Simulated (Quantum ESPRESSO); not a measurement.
Relaxation of cell and atoms, with input and output: NaCl (part 1 of 2)

- system: NaCl (Pm-3m, 2 atoms in the cell)
- method: Kohn-Sham DFT of a periodic cell, PBEsol, SSSP 1.3 efficiency PBE, no spin polarisation (Quantum ESPRESSO 7.5)

The structure derives from a Materials Project entry.

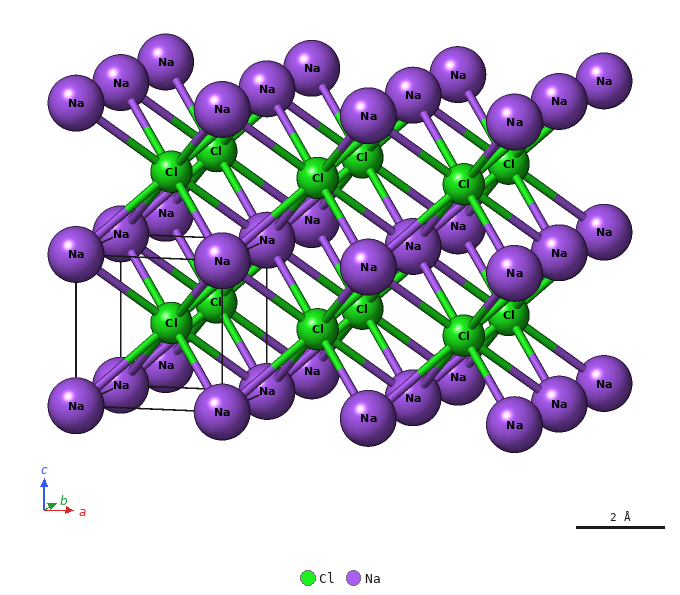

The input geometry (ball-and-stick view of the cell of the calculation, repeated 3 × 2 × 2, seen at an oblique angle). An atom can appear more than once, as a periodic image. Near neighbours in the periodic cell (some may lie outside the picture): Cl has 8 Na at 3.03 Å; Na has 8 Cl at 3.03 Å.

## Input file
```
&CONTROL
  calculation = 'vc-relax'
  prefix = 'pwscf'
  outdir = './tmp'
  pseudo_dir = './pseudo'
  tprnfor = .true.
  tstress = .true.
  disk_io = 'low'
  nstep = 40
  forc_conv_thr = 0.0004
  etot_conv_thr = 1d-05
/
&SYSTEM
  ibrav = 0
  nat = 2
  ntyp = 2
  ecutwfc = 63
  ecutrho = 506
  nbnd = 14
  input_dft = 'pbesol'
  occupations = 'smearing'
  smearing = 'fd'
  degauss = 0.00367493
/
&ELECTRONS
  conv_thr = 4d-10
  electron_maxstep = 120
  mixing_beta = 0.5
/
&IONS
  ion_dynamics = 'bfgs'
/
&CELL
  cell_dynamics = 'bfgs'
  press = 20
  press_conv_thr = 0.3
/
ATOMIC_SPECIES
Cl    35.4500 cl_pbe_v1.4.uspp.F.UPF
Na    22.9898 na_pbe_v1.5.uspp.F.UPF
CELL_PARAMETERS angstrom
   3.5021900000    0.0000000000    0.0000000000
   0.0000000000    3.5021900000    0.0000000000
   0.0000000000    0.0000000000    3.5021900000
ATOMIC_POSITIONS angstrom
Cl     1.7510950000    1.7510950000    1.7510950000
Na     0.0000000000    0.0000000000    0.0000000000
K_POINTS automatic
8 8 8 0 0 0
```

Launch command:
```bash
OMP_NUM_THREADS=1 pw.x -in pw.in > pw.out
```

## Output
```
This program is part of the open-source Quantum ESPRESSO suite
     for quantum simulation of materials; please cite
         "P. Giannozzi et al., J. Phys.:Condens. Matter 21 395502 (2009);
         "P. Giannozzi et al., J. Phys.:Condens. Matter 29 465901 (2017);
         "P. Giannozzi et al., J. Chem. Phys. 152 154105 (2020);
          URL
     in publications or presentations arising from this work. More details at

     IMPORTANT: XC functional enforced from input :
     Exchange-correlation= PBESOL
                           (   1   4  10   8   0   0   0)
     Any further DFT definition will be discarded
     Please, verify this is what you really want

     Message from routine setup:
     using ibrav=0 with symmetry is DISCOURAGED, use correct ibrav instead

     G-vector sticks info
     --------------------
     sticks:   dense  smooth     PW     G-vecs:    dense   smooth      PW
     Sum        1757     877    277                55707    19549    3287

     Using Slab Decomposition

     bravais-lattice index     =            0
     lattice parameter (alat)  =       6.6182  a.u.
     unit-cell volume          =     289.8783 (a.u.)^3
     number of atoms/cell      =            2
     number of atomic types    =            2
     number of electrons       =        16.00
     number of Kohn-Sham states=           14
     kinetic-energy cutoff     =      63.0000  Ry
     charge density cutoff     =     506.0000  Ry
     scf convergence threshold =      4.0E-10
     mixing beta               =       0.5000
     number of iterations used =            8  plain     mixing
     energy convergence thresh.=      1.0E-05
     force convergence thresh. =      4.0E-04
     press convergence thresh. =      3.0E-01
     Exchange-correlation= PBESOL
                           (   1   4  10   8   0   0   0)
     nstep                     =           40

     celldm(1)=   6.618180  celldm(2)=   0.000000  celldm(3)=   0.000000
     celldm(4)=   0.000000  celldm(5)=   0.000000  celldm(6)=   0.000000

     crystal axes: (cart. coord. in units of alat)
               a(1) = (   1.000000   0.000000   0.000000 )
               a(2) = (   0.000000   1.000000   0.000000 )
               a(3) = (   0.000000   0.000000   1.000000 )

     reciprocal axes: (cart. coord. in units 2 pi/alat)
               b(1) = (  1.000000  0.000000  0.000000 )
               b(2) = (  0.000000  1.000000  0.000000 )
               b(3) = (  0.000000  0.000000  1.000000 )

     PseudoPot. # 1 for Cl read from file:
     cl_pbe_v1.4.uspp.F.UPF
     Pseudo is Ultrasoft + core correction, Zval =  7.0
     Generated by new atomic code, or converted to UPF format
     Using radial grid of  909 points,  6 beta functions with:
                l(1) =   0
                l(2) =   0
                l(3) =   1
                l(4) =   1
                l(5) =   2
                l(6) =   2
     Q(r) pseudized with  8 coefficients,  rinner =    1.300   1.300   1.300
                                                       1.300   1.300

     PseudoPot. # 2 for Na read from file:
     na_pbe_v1.5.uspp.F.UPF
     Pseudo is Ultrasoft, Zval =  9.0
     Generated by new atomic code, or converted to UPF format
     Using radial grid of  819 points,  5 beta functions with:
                l(1) =   0
                l(2) =   0
                l(3) =   1
                l(4) =   1
                l(5) =   2
     Q(r) pseudized with  8 coefficients,  rinner =    1.250   1.250   1.250
                                                       1.250   1.250

     atomic species   valence    mass     pseudopotential
     Cl                7.00    35.45000     Cl( 1.00)
     Na                9.00    22.98980     Na( 1.00)

     48 Sym. Ops., with inversion, found

   Cartesian axes

     site n.     atom                  positions (alat units)
         1        Cl     tau(   1) = (   0.5000000   0.5000000   0.5000000  )
         2        Na     tau(   2) = (   0.0000000   0.0000000   0.0000000  )

     number of k points=    35  Fermi-Dirac smearing, width (Ry)=  0.0037
                       cart. coord. in units 2pi/alat
        k(    1) = (   0.0000000   0.0000000   0.0000000), wk =   0.0039062
        k(    2) = (   0.0000000   0.0000000   0.1250000), wk =   0.0234375
        k(    3) = (   0.0000000   0.0000000   0.2500000), wk =   0.0234375
        k(    4) = (   0.0000000   0.0000000   0.3750000), wk =   0.0234375
        k(    5) = (   0.0000000   0.0000000  -0.5000000), wk =   0.0117188
        k(    6) = (   0.0000000   0.1250000   0.1250000), wk =   0.0468750
        k(    7) = (   0.0000000   0.1250000   0.2500000), wk =   0.0937500
        k(    8) = (   0.0000000   0.1250000   0.3750000), wk =   0.0937500
        k(    9) = (   0.0000000   0.1250000  -0.5000000), wk =   0.0468750
        k(   10) = (   0.0000000   0.2500000   0.2500000), wk =   0.0468750
        k(   11) = (   0.0000000   0.2500000   0.3750000), wk =   0.0937500
        k(   12) = (   0.0000000   0.2500000  -0.5000000), wk =   0.0468750
        k(   13) = (   0.0000000   0.3750000   0.3750000), wk =   0.0468750
        k(   14) = (   0.0000000   0.3750000  -0.5000000), wk =   0.0468750
        k(   15) = (   0.0000000  -0.5000000  -0.5000000), wk =   0.0117188
        k(   16) = (   0.1250000   0.1250000   0.1250000), wk =   0.0312500
        k(   17) = (   0.1250000   0.1250000   0.2500000), wk =   0.0937500
        k(   18) = (   0.1250000   0.1250000   0.3750000), wk =   0.0937500
        k(   19) = (   0.1250000   0.1250000  -0.5000000), wk =   0.0468750
        k(   20) = (   0.1250000   0.2500000   0.2500000), wk =   0.0937500
        k(   21) = (   0.1250000   0.2500000   0.3750000), wk =   0.1875000
        k(   22) = (   0.1250000   0.2500000  -0.5000000), wk =   0.0937500
        k(   23) = (   0.1250000   0.3750000   0.3750000), wk =   0.0937500
        k(   24) = (   0.1250000   0.3750000  -0.5000000), wk =   0.0937500
        k(   25) = (   0.1250000  -0.5000000  -0.5000000), wk =   0.0234375
        k(   26) = (   0.2500000   0.2500000   0.2500000), wk =   0.0312500
        k(   27) = (   0.2500000   0.2500000   0.3750000), wk =   0.0937500
        k(   28) = (   0.2500000   0.2500000  -0.5000000), wk =   0.0468750
        k(   29) = (   0.2500000   0.3750000   0.3750000), wk =   0.0937500
        k(   30) = (   0.2500000   0.3750000  -0.5000000), wk =   0.0937500
        k(   31) = (   0.2500000  -0.5000000  -0.5000000), wk =   0.0234375
        k(   32) = (   0.3750000   0.3750000   0.3750000), wk =   0.0312500
        k(   33) = (   0.3750000   0.3750000  -0.5000000), wk =   0.0468750
        k(   34) = (   0.3750000  -0.5000000  -0.5000000), wk =   0.0234375
        k(   35) = (  -0.5000000  -0.5000000  -0.5000000), wk =   0.0039062

     Dense  grid:    55707 G-vectors     FFT dimensions: (  48,  48,  48)

     Smooth grid:    19549 G-vectors     FFT dimensions: (  36,  36,  36)

     Initial potential from superposition of free atoms

     starting charge      15.9937, renormalised to      16.0000

     negative rho (up, down):  1.526E-02 0.000E+00
     Starting wfcs are    9 randomized atomic wfcs +    5 random wfcs

     Self-consistent Calculation

     iteration #  1     ecut=    63.00 Ry     beta= 0.50
     Davidson diagonalization with overlap
     ethr =  1.00E-02,  avg # of iterations =  6.9

     Threshold (ethr) on eigenvalues was too large:
     Diagonalizing with lowered threshold

     Davidson diagonalization with overlap
     ethr =  3.09E-04,  avg # of iterations =  1.9

     negative rho (up, down):  1.555E-02 0.000E+00

     total energy              =    -128.51834065 Ry
     estimated scf accuracy    <       0.04776308 Ry

     iteration #  2     ecut=    63.00 Ry     beta= 0.50
     Davidson diagonalization with overlap
     ethr =  2.99E-04,  avg # of iterations =  2.0

     negative rho (up, down):  1.526E-02 0.000E+00

     total energy              =    -128.52707890 Ry
     estimated scf accuracy    <       0.00269327 Ry

     iteration #  3     ecut=    63.00 Ry     beta= 0.50
     Davidson diagonalization with overlap
     ethr =  1.68E-05,  avg # of iterations =  4.1

     negative rho (up, down):  1.499E-02 0.000E+00

     total energy              =    -128.52721760 Ry
     estimated scf accuracy    <       0.00061388 Ry

     iteration #  4     ecut=    63.00 Ry     beta= 0.50
     Davidson diagonalization with overlap
     ethr =  3.84E-06,  avg # of iterations =  2.6

     negative rho (up, down):  1.501E-02 0.000E+00

     total energy              =    -128.52726521 Ry
     estimated scf accuracy    <       0.00000519 Ry

     iteration #  5     ecut=    63.00 Ry     beta= 0.50
     Davidson diagonalization with overlap
     ethr =  3.24E-08,  avg # of iterations =  4.1

     negative rho (up, down):  1.503E-02 0.000E+00

     total energy              =    -128.52727136 Ry
     estimated scf accuracy    <       0.00000069 Ry

     iteration #  6     ecut=    63.00 Ry     beta= 0.50
     Davidson diagonalization with overlap
     ethr =  4.30E-09,  avg # of iterations =  2.1

     negative rho (up, down):  1.503E-02 0.000E+00

     total energy              =    -128.52727221 Ry
     estimated scf accuracy    <       0.00000013 Ry

     iteration #  7     ecut=    63.00 Ry     beta= 0.50
     Davidson diagonalization with overlap
     ethr =  7.92E-10,  avg # of iterations =  2.1

     negative rho (up, down):  1.503E-02 0.000E+00

     total energy              =    -128.52727240 Ry
     estimated scf accuracy    <       0.00000001 Ry

     iteration #  8     ecut=    63.00 Ry     beta= 0.50
     Davidson diagonalization with overlap
     ethr =  8.47E-11,  avg # of iterations =  1.6

     negative rho (up, down):  1.503E-02 0.000E+00

     End of self-consistent calculation

          k = 0.0000 0.0000 0.0000 (  2469 PWs)   bands (ev):

   -47.7745 -19.6746 -19.6746 -19.6746 -11.2235   1.6783   1.6783   1.6783
     5.9981  10.5319  10.5319  17.7773  17.7774  17.7774

          k = 0.0000 0.0000 0.1250 (  2465 PWs)   bands (ev):

   -47.7743 -19.6809 -19.6741 -19.6741 -11.1739   1.1721   1.7115   1.7115
     6.4539  10.7025  10.8705  16.2933  16.2933  17.3273

          k = 0.0000 0.0000 0.2500 (  2441 PWs)   bands (ev):

   -47.7737 -19.6960 -19.6727 -19.6727 -11.0497   0.2210   1.7939   1.7939
     7.3625  11.2000  11.3814  15.0058  15.0058  17.1023

          k = 0.0000 0.0000 0.3750 (  2460 PWs)   bands (ev):

   -47.7731 -19.7110 -19.6714 -19.6714 -10.9185  -0.5398   1.8797   1.8797
     8.3255  11.1241  11.9409  14.1375  14.1375  15.8140

          k = 0.0000 0.0000-0.5000 (  2416 PWs)   bands (ev):

   -47.7729 -19.7172 -19.6708 -19.6708 -10.8619  -0.8226   1.9162   1.9162
     8.9063  10.6614  12.4549  13.8319  13.8319  14.9452

          k = 0.0000 0.1250 0.1250 (  2454 PWs)   bands (ev):

   -47.7740 -19.6810 -19.6795 -19.6735 -11.1260   1.1155   1.3366   1.7452
     6.8799  10.9206  11.1186  15.2027  16.0965  16.9704

          k = 0.0000 0.1250 0.2500 (  2458 PWs)   bands (ev):

   -47.7735 -19.6951 -19.6785 -19.6722 -11.0059   0.2808   1.3697   1.8288
     7.7356  11.2165  11.6232  14.1797  15.0736  16.9236

          k = 0.0000 0.1250 0.3750 (  2440 PWs)   bands (ev):

   -47.7729 -19.7097 -19.6769 -19.6709 -10.8792  -0.4573   1.4873   1.9158
     8.6611  10.7994  12.1515  13.6337  14.2210  16.9767

          k = 0.0000 0.1250-0.5000 (  2448 PWs)   bands (ev):

   -47.7727 -19.7158 -19.6763 -19.6703 -10.8246  -0.7336   1.5392   1.9529
     9.3385  10.1582  12.7766  13.0383  13.9157  16.5641

          k = 0.0000 0.2500 0.2500 (  2452 PWs)   bands (ev):

   -47.7729 -19.6942 -19.6912 -19.6709 -10.8964   0.3200   0.6467   1.9153
     8.4298  10.7931  12.2522  13.7799  15.0884  15.7400

          k = 0.0000 0.2500 0.3750 (  2453 PWs)   bands (ev):

   -47.7724 -19.7068 -19.6903 -19.6697 -10.7813  -0.2464   0.6936   2.0054
     8.9109  10.3132  12.6312  13.7438  14.4422  15.7317

          k = 0.0000 0.2500-0.5000 (  2458 PWs)   bands (ev):

   -47.7721 -19.7125 -19.6894 -19.6692 -10.7317  -0.5032   0.7678   2.0438
     8.9857  10.2514  12.8311  13.4647  14.1403  15.8411

          k = 0.0000 0.3750 0.3750 (  2454 PWs)   bands (ev):

   -47.7718 -19.7044 -19.7030 -19.6685 -10.6786  -0.0637   0.0811   2.0987
     8.2945  10.8099  12.9182  13.7550  14.6350  14.8503

          k = 0.0000 0.3750-0.5000 (  2462 PWs)   bands (ev):

   -47.7716 -19.7092 -19.7024 -19.6680 -10.6345  -0.2450   0.1178   2.1385
     7.9703  11.2179  12.9671  13.5005  14.4083  14.8735

          k = 0.0000-0.5000-0.5000 (  2464 PWs)   bands (ev):

   -47.7714 -19.7079 -19.7079 -19.6675 -10.5928  -0.1278  -0.1278   2.1789
     7.5814  11.8428  13.0549  13.0549  14.5376  14.5376

          k = 0.1250 0.1250 0.1250 (  2448 PWs)   bands (ev):

   -47.7738 -19.6809 -19.6789 -19.6789 -11.0794   1.0795   1.3765   1.3765
     7.2797  11.2359  11.2359  14.8955  15.6068  15.6068

          k = 0.1250 0.1250 0.2500 (  2457 PWs)   bands (ev):

   -47.7732 -19.6942 -19.6784 -19.6774 -10.9629   0.3401   1.3546   1.4762
     8.0774  11.5316  11.5472  14.2064  14.2904  15.8029

          k = 0.1250 0.1250 0.3750 (  2440 PWs)   bands (ev):

   -47.7727 -19.7086 -19.6767 -19.6760 -10.8401  -0.3778   1.4810   1.5809
     8.9392  10.8328  11.8908  13.3328  14.6050  16.0579

          k = 0.1250 0.1250-0.5000 (  2460 PWs)   bands (ev):

   -47.7725 -19.7145 -19.6761 -19.6754 -10.7872  -0.6484   1.5381   1.6259
     9.7688   9.9483  12.0150  13.0888  14.7311  16.1367

          k = 0.1250 0.2500 0.2500 (  2454 PWs)   bands (ev):

   -47.7727 -19.6933 -19.6905 -19.6764 -10.8554   0.3822   0.6965   1.5316
     8.6782  11.1024  12.0325  13.9587  14.0897  15.0640

          k = 0.1250 0.2500 0.3750 (  2451 PWs)   bands (ev):

   -47.7722 -19.7058 -19.6896 -19.6750 -10.7425  -0.1747   0.7430   1.6428
     9.0350  10.6518  11.8757  13.6601  14.6668  15.2771

          k = 0.1250 0.2500-0.5000 (  2460 PWs)   bands (ev):

   -47.7719 -19.7114 -19.6887 -19.6744 -10.6940  -0.4280   0.8156   1.6912
     9.0688  10.6260  11.6028  13.6528  15.0460  15.2230

          k = 0.1250 0.3750 0.3750 (  2453 PWs)   bands (ev):

   -47.7716 -19.7035 -19.7022 -19.6737 -10.6402   0.0010   0.1363   1.7518
     8.4331  10.9965  12.0247  13.1892  15.2532  15.4557

          k = 0.1250 0.3750-0.5000 (  2438 PWs)   bands (ev):

   -47.7714 -19.7083 -19.7017 -19.6731 -10.5963  -0.1823   0.1726   1.7991
     8.1217  11.4141  11.7666  13.0609  15.4826  15.5270

          k = 0.1250-0.5000-0.5000 (  2448 PWs)   bands (ev):

   -47.7712 -19.7070 -19.7070 -19.6726 -10.5545  -0.0711  -0.0711   1.8457
     7.7480  11.8890  11.8890  12.5380  15.6606  15.6606

          k = 0.2500 0.2500 0.2500 (  2455 PWs)   bands (ev):

   -47.7722 -19.6920 -19.6888 -19.6888 -10.7532   0.4709   0.8222   0.8222
     9.0386  11.3752  11.3752  13.4950  14.5964  14.5964

          k = 0.2500 0.2500 0.3750 (  2448 PWs)   bands (ev):

   -47.7716 -19.7033 -19.6886 -19.6871 -10.6460   0.0076   0.8056   0.9564
     9.1378  10.6826  11.0574  13.9413  14.6049  15.6535

          k = 0.2500 0.2500-0.5000 (  2458 PWs)   bands (ev):

   -47.7714 -19.7088 -19.6878 -19.6865 -10.5999  -0.2349   0.8788   1.0149
     9.0897  10.4041  10.9526  14.2104  14.6688  16.1335

          k = 0.2500 0.3750 0.3750 (  2434 PWs)   bands (ev):

   -47.7711 -19.7014 -19.7002 -19.6862 -10.5448   0.1651   0.2764   1.0260
     8.7865  10.4066  10.7236  14.1141  15.7611  16.1039

          k = 0.2500 0.3750-0.5000 (  2434 PWs)   bands (ev):

   -47.7708 -19.7061 -19.6998 -19.6855 -10.5015  -0.0222   0.3112   1.0849
     8.5288  10.3205  10.6618  14.2408  16.0965  16.3394

          k = 0.2500-0.5000-0.5000 (  2424 PWs)   bands (ev):

   -47.7706 -19.7050 -19.7050 -19.6848 -10.4593   0.0730   0.0730   1.1412
     8.2085  10.4630  10.4630  14.3014  16.0338  16.9121

          k = 0.3750 0.3750 0.3750 (  2425 PWs)   bands (ev):

   -47.7705 -19.6995 -19.6983 -19.6983 -10.4450   0.3186   0.4277   0.4277
     9.0376   9.7812   9.7812  15.3845  16.0587  16.4836

          k = 0.3750 0.3750-0.5000 (  2436 PWs)   bands (ev):

   -47.7703 -19.7039 -19.6982 -19.6976 -10.4022   0.1521   0.4356   0.4942
     8.9258   9.4401   9.8003  15.0652  16.1405  16.6167

          k = 0.3750-0.5000-0.5000 (  2448 PWs)   bands (ev):

   -47.7701 -19.7030 -19.7030 -19.6971 -10.3598   0.2293   0.2293   0.5313
     8.8023   9.4745   9.4745  14.4856  16.5038  17.6536

          k =-0.5000-0.5000-0.5000 (  2440 PWs)   bands (ev):
```
